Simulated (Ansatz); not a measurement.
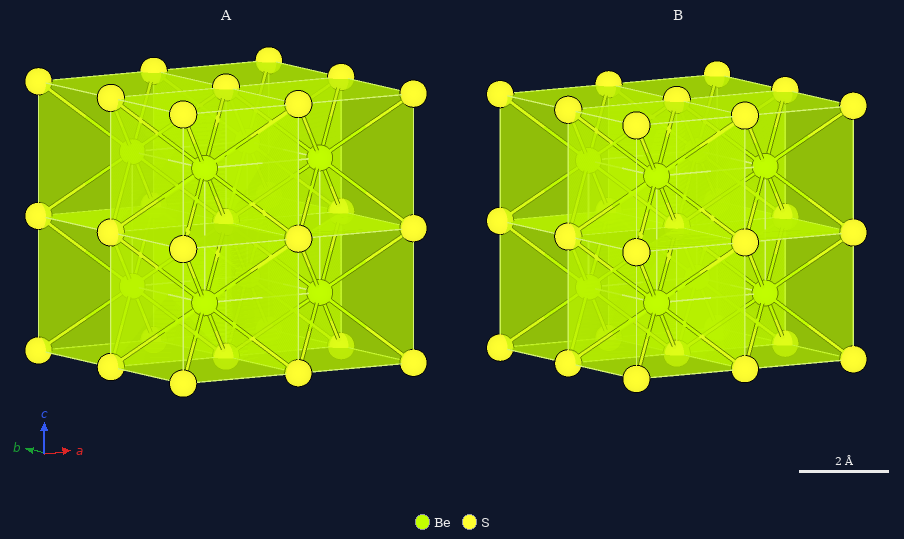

Two geometries of crystalline BeS (built on the CsCl-221 type type), drawn at one scale. One is the start of a relaxation, the other its converged end. The picture is a polyhedral view of the cell of the calculation, seen from a free direction.

Theory: DFT, PBEsol, plane waves, PAW in Ansatz 0.2.0. Set-up: plane-wave cutoff 420 eV; k-point mesh 8 × 8 × 8; occupations fermi dirac; smearing width 0.03 eV; no spin polarisation; cell and atoms relaxed; force threshold 0.01 eV/Å; at most 120 steps.

Which geometry has the lower energy?

Answer. Structure B is the relaxed one. The energy falls by 96.9 meV per atom in 3 accepted moves (4 points after the start). All forces vanish by symmetry, so only the cell relaxes. The pressure goes from −11.85 to −0.02 GPa. The SCF was repeated once at an unchanged geometry on a basis and grid sized afresh for the cell, which shifted the energy by 0.1 meV per atom at most. No atom moves by more than 0.005 Å relative to the cell. Cell: a = b = c 3.068 → 2.890 Å (−5.8 %). Volume −16.4 %. Near-neighbour distances that change, for instance: Be–S 2.657 → 2.503 Å. The space group stays Pm-3m (No. 221). Cost: 1.3 s on 2 threads of AMD EPYC 7R13 Processor (Zen 3) (shared host), peak memory 0.49 GiB.
